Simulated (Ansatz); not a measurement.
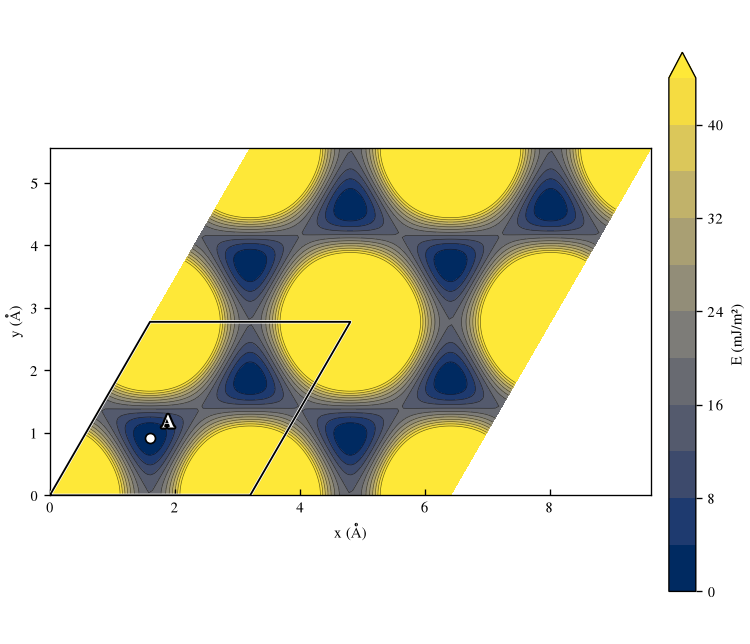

WSe₂ (P-6m2, No. 187; 6 atoms in the cell). Gamma surface: rigid slide across a plane, one fault a cell; the plane is (0 0 1) of the conventional cell, and the faces at the cut hold Se and Se. Places are given modulo a cell vector. The map is drawn in real space over the plane of the slide. Nothing is relaxed (rigid halves, spacing across the cut fixed). The scan uses a 12 × 12 grid; 19 points were computed and 125 follow by symmetry. Energies are in mJ/m², from the lowest grid point. Level of theory: DFT LDA+D3(BJ), scalar-relativistic, plane waves, PAW (Ansatz 0.2.0). Settings: cutoff 420 eV, k-mesh 10×10×2 in the order of the run's cell vectors, gaussian smearing 0.05 eV, no spin polarisation.

In the figure: filled contours, the outline of one cell of the 2 × 2 shown, one colour for all values above the top of the scale, the point A. Between grid points the surface is interpolated.

Question: What is the easiest way out of the well at A, and how high is the barrier?

Answer: The easiest path leads from the well at (4/12, 4/12) of the cell vectors to a well of about the same depth at (8/12, 8/12) of the cell vectors. Its highest point lies about 16 mJ/m² above the bottom of the first well on the interpolated surface, at (6/12, 6/12) of the cell vectors. This is the barrier on the constrained surface; relaxing the other coordinates would change it.

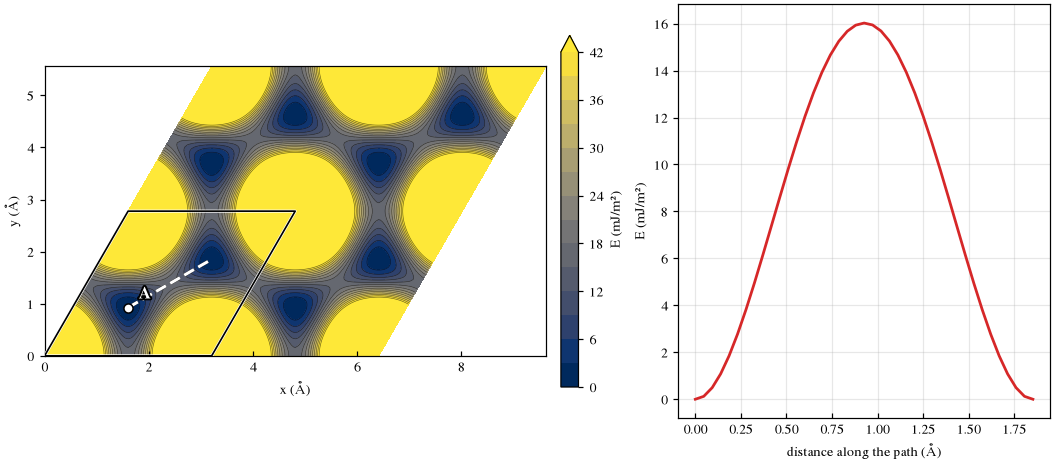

Drawn: filled contours, a line along the lowest path, the outline of one cell of the 2 × 2 shown, one colour for all values above the top of the scale, the energy along the path at the right. Between grid points the surface is interpolated.

PAW datasets: the set soft_1.
